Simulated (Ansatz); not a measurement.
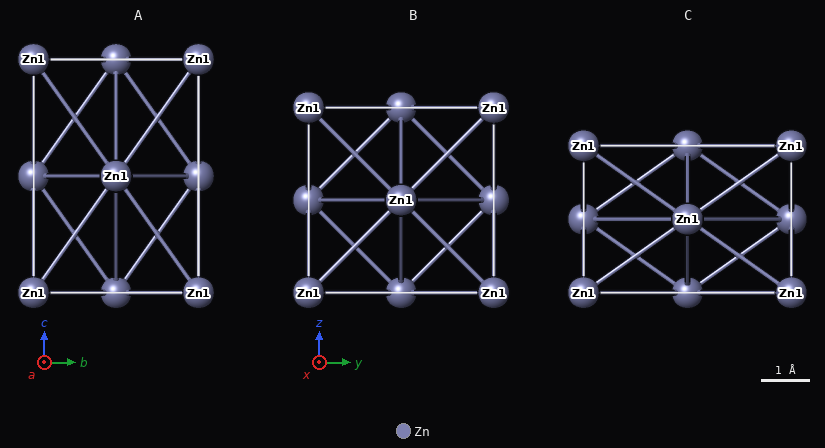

A scan of crystalline Zn (Fm-3m): the ratio of the cell's length along z to its lengths across, counted as 1 for the reference, is changed at fixed volume (a tetragonal or Bain path), with the atoms kept at their fractional coordinates. x, y and z are the Cartesian axes of the input. The picture is a ball-and-stick view of the conventional cell (4 times the calculation's cell), seen along the a axis. Lengths and directions refer to the drawn axes.

Theory: DFT PBE, scalar-relativistic, plane waves, PAW (Ansatz). Set-up: plane-wave cutoff 420 eV; k-point mesh 22 × 22 × 22; occupations gaussian; smearing width 0.15 eV; no spin polarisation. Energies (free energies at the smearing named) are counted from the cell as listed in its source, which wasn't relaxed.

Q: Order these geometries by energy, lowest first.

A: Lowest first: B (the relative ratio 1.00, 0.0 meV/atom), C (the relative ratio 0.707, 60.8 meV/atom), A (the relative ratio 1.414, 177.4 meV/atom). Over the whole scan: of the computed points the lowest is at the relative ratio 1.00, 0.0 meV/atom. The distortion takes the space group from Fm-3m to I4/mmm, except for Im-3m at 0.707. At the relative ratio 1.414 the cell of the drawing goes a 3.930 → 3.501 Å, b 3.930 → 3.501 Å, c 3.930 → 4.950 Å.
